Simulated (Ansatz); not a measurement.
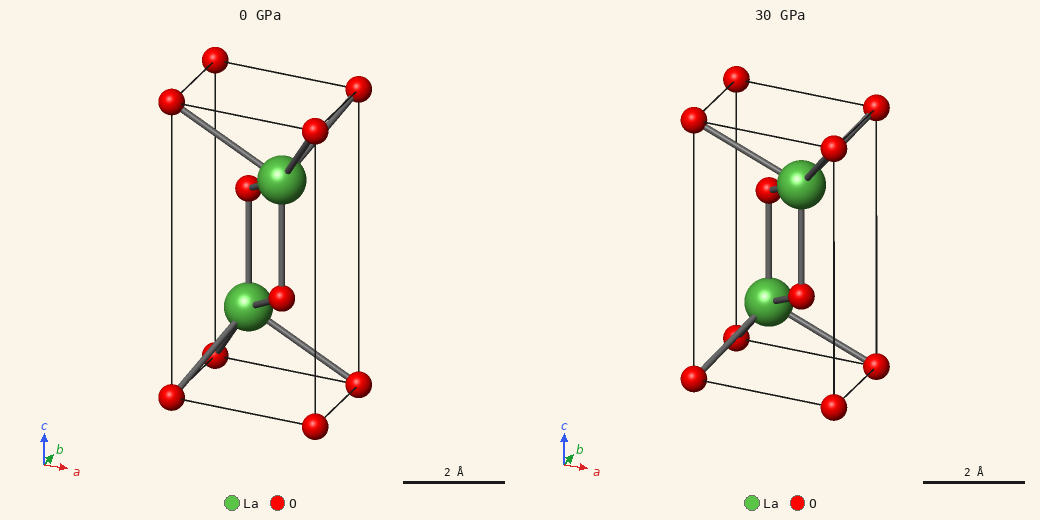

La₂O₃, space group P-3m1 (No. 164), relaxed (cell and atoms) under a series of hydrostatic pressures; the conventional cell is drawn at the lowest and the highest, to one scale (sticks follow a distance rule). The start was a structure listed in the Materials Project.

Alike in all runs: Ansatz 0.2.0; functional PBEsol; potentials Ansatz PAW; cutoff 420 eV; k mesh 8 × 8 × 5 on the run's cell of 5 atoms; occupations fermi-dirac, width 0.05 eV; no spin polarisation; no spin-orbit coupling.

| pressure (GPa) | volume (Å³/atom) | a (Å) | c (Å) |
| --- | --- | --- | --- |
| 0.0 | 15.963 | 3.906 | 6.041 |
| 2.0 | ? | ? | ? |
| 5.0 | 15.339 | 3.881 | 5.880 |
| 10.0 | 14.807 | 3.863 | 5.729 |
| 20.0 | 13.951 | 3.836 | 5.474 |
| 30.0 | 13.303 | 3.810 | 5.291 |

**What equation of state do the given rows imply, and what volume does it predict for the missing row?**

The fit gives V0 = 15.97 Å³/atom, B0 = 113 GPa and B0′ = 4.1, which puts the volume at 2.0 GPa at 15.70 Å³/atom. The run gave volume 15.700 Å³/atom; a 3.895 Å; c 5.975 Å.

**Which axis yields most up to 30 GPa?**

The c axis: a −2.5 %, c −12.4 %, against −16.7 % in volume.

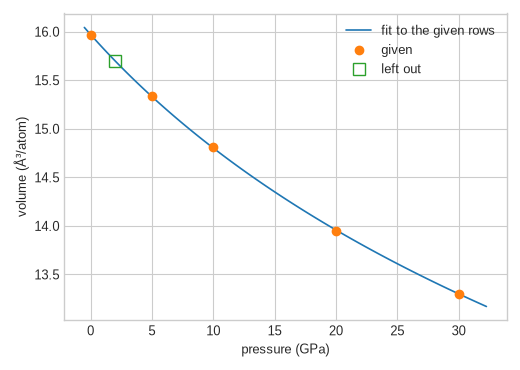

Volume against pressure, with the fit. The structure was kept in its own symmetry, so a change to another phase within this range wouldn't be seen. The gaps aren't listed, since this mesh can miss the band edges.

Caveat: the plane-wave basis is chosen anew once the cell has moved, so the energies of steps on either side of that aren't comparable; the pressure holds a Pulay correction of +0.5 GPa for the finite cutoff.
